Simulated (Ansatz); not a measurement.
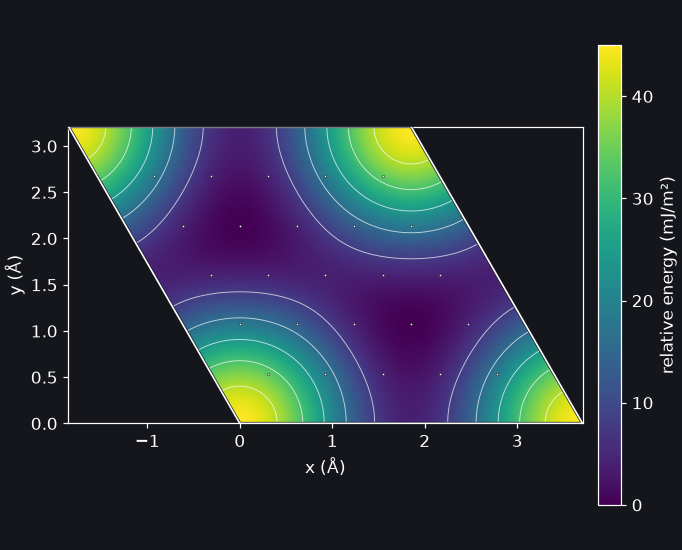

A bilayer of two PtSe₂ sheets (1T type) (6 atoms in the cell). The upper layer of a bilayer is slid over the lower one; relaxed at each slide: nothing; the origin of the map has Se4 above Se3; the distance between the facing planes is held at 3.66 Å. Places are given modulo a cell vector. The map is drawn in real space over the plane of the slide. The grid has 6 × 6 points; 10 points were computed and 26 follow by symmetry. Energies are in mJ/m², from the lowest grid point. At a held distance the lowest stacking need not be the one that binds best once the distance relaxes. This map comes from DFT PBE+D3(BJ), scalar-relativistic, plane waves, PAW in Ansatz 0.2.0. Settings: cutoff 420 eV, k-mesh 9×9×1, gaussian smearing 0.05 eV, no spin polarisation.

In the figure: a smooth colour map with a few white contour lines, dots at the grid points, the outline of one cell of the plane. Between grid points the surface is interpolated.

The lowest grid point is at (4/6, 2/6) of the cell vectors; the map holds 2 wells of about this depth. The highest grid point, (0/6, 0/6) of the cell vectors, lies 45.0 mJ/m² above the lowest. On the interpolated surface the easiest way out of the lowest well to a well of about the same depth near (2/6, 4/6) of the cell vectors passes a barrier of about 3.9 mJ/m². Facing atoms of the upper layer at the lowest point: Se above Pt of a deeper plane, the Pt behind them above Se; at the highest: Se above Se, the Pt behind them above Se.

The scan is repeated with another setting: the distance between the facing planes is held at 3.31 Å; all else is set up alike.

What will the new map look like?

Answer. The equal wells of the first map split: (2/6, 4/6) of the cell vectors is now the lowest, and (4/6, 2/6) of the cell vectors lies 7.4 mJ/m² higher. The span from the lowest to the highest grid point grows from 45.0 to 134.9 mJ/m². The easiest pass out of the lowest well goes from about 3.9 to about 14 mJ/m² on the interpolated surfaces. Closer layers feel more of the short-range repulsion between facing atoms, which depends on the stacking. In the new map: facing atoms of the upper layer at the lowest point: Se above Se of a deeper plane, the Pt behind them above Pt; at the highest: Se above Se, the Pt behind them above Se.

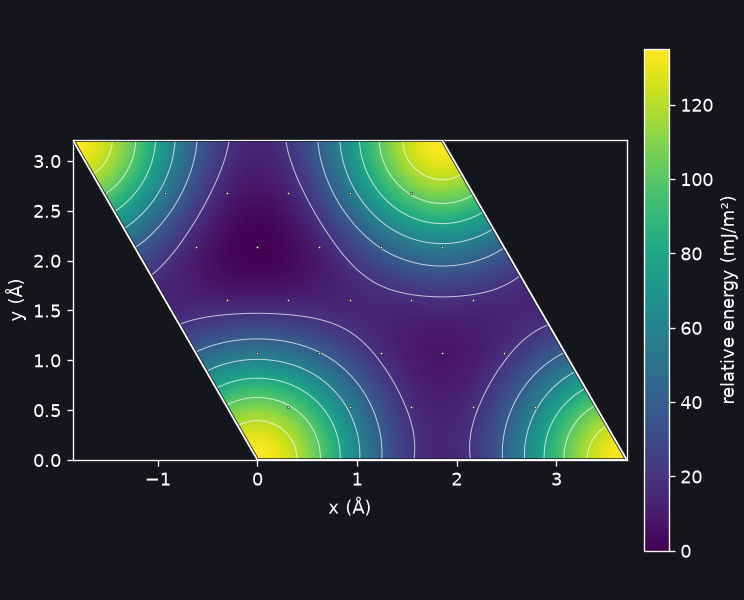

The map after the change, on a colour scale of its own. In the figure: a smooth colour map with a few white contour lines, dots at the grid points, the outline of one cell of the plane. Between grid points the surface is interpolated.

PAW datasets: the set soft_1.
